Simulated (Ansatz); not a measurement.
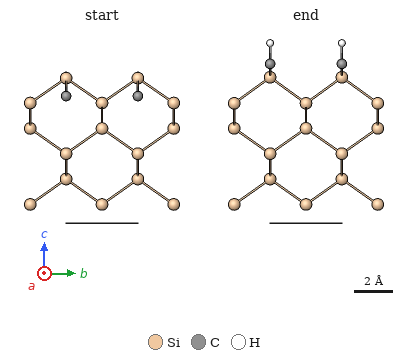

The structure of a slab of composition Si6HC (cut from the Fd-3m phase) before (left) and after (right) a constrained relaxation, at one scale.

The picture is a ball-and-stick view of the cell of the calculation, outlined in the plane, without the vacuum, seen along the a axis.

Case: CH put at a bridge Si-Si site. The slab is the (1 0 0) face of Si with CH on it. 3 atoms are held fixed.

Theory: DFT PBEsol, scalar-relativistic, plane waves, PAW (Ansatz). (plane-wave cutoff 420 eV; k-point mesh 8 × 8 × 1; occupations gaussian; smearing width 0.05 eV; collinear spin; dipole correction; atoms relaxed in a fixed cell; force threshold 0.03 eV/Å; at most 70 steps)

> Describe what moved and what it gained.

The largest moves, 1.74 Å, are those of C and H atoms. By element the largest moves are H 1.74 Å, C 1.73 Å, Si 0.05 Å. The cell doesn't change. Near-neighbour distances that change, for instance: C–Si 2.587 → 3.952 Å, H–Si 1.926 → 2.654 Å, C–Si 2.147 → 2.052 Å, Si–Si 2.337 → 2.373 Å. Bond angles that change, for instance: Si–C–H 63.4° → 110.6°, Si–Si–C 75.2° → 101.9°, Si–C–Si 126.9° → 138.9°. The energy falls by 2.664 eV per cell of the calculation in 11 accepted moves (12 points after the start). Largest force component: 2 eV/Å at the start, 0.008 eV/Å at the end. 1 step only repeated the SCF at the same geometry. The program noted that the starting moments weren't kept. The run may lie on a higher electronic state than the lowest, so the end point isn't shown to be the ground-state structure. The run took 19 min on 1 thread of Arm Neoverse V2 (shared host), peak memory 0.8 GiB.

Limits of the set-up: the periodic images lie only 3.8 Å apart, so the values are limited by the cell's size.
